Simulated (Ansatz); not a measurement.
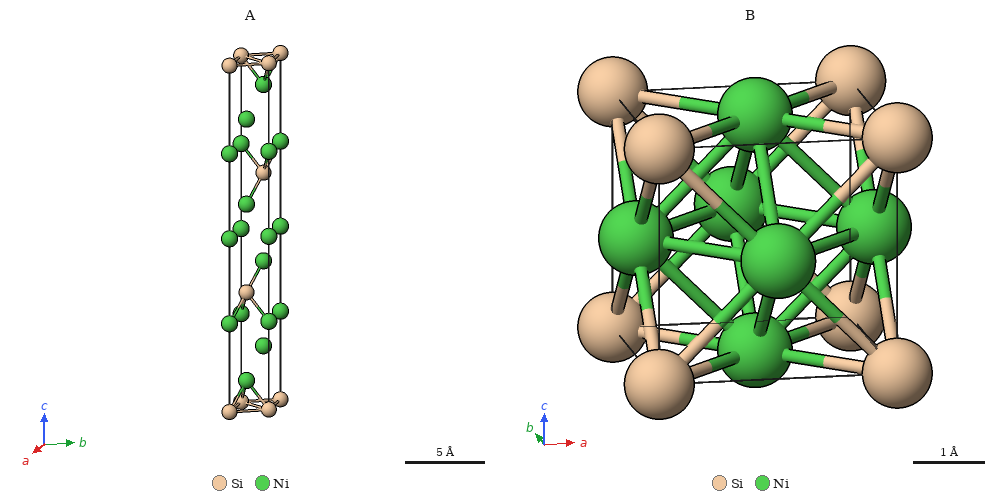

Two structures of SiNi₃, each relaxed (cell and atoms) at zero pressure; conventional cells in solid outline, small ones repeated, each panel with its own scale. Alike in all runs: Ansatz 0.2.0; functional PBEsol; potentials all-electron LAPW, scalar-relativistic; basis error allowed 0.002 eV/atom; occupations fermi-dirac, width 0.05 eV; collinear spin, ferromagnetic start; no spin-orbit coupling. The k meshes have like spacings.

Question: Name the structure in each panel.

Answer: A: 12 atoms a cell on a rhombohedral (trigonal R) lattice, R-3m; B: Cu₃Au (L1₂) type, Pm-3m.

Question: Rank them by energy, lowest first.

Answer: B, then A (+326 meV/atom), static energies at zero smearing.

Question: Collect the results in a table.

Answer:
| panel | space group | E − E(lowest) (meV/atom) | volume (Å³/atom) | moment (μB/atom) |
| --- | --- | --- | --- | --- |
| B | Pm-3m | 0 | 10.4 | 0.00 |
| A | R-3m | 326 | 10.7 | 0.10 |

The starts are database entries or structure types tried for this composition, and the most stable form need not be among them. Each run keeps the magnetic state that it reached from its start.
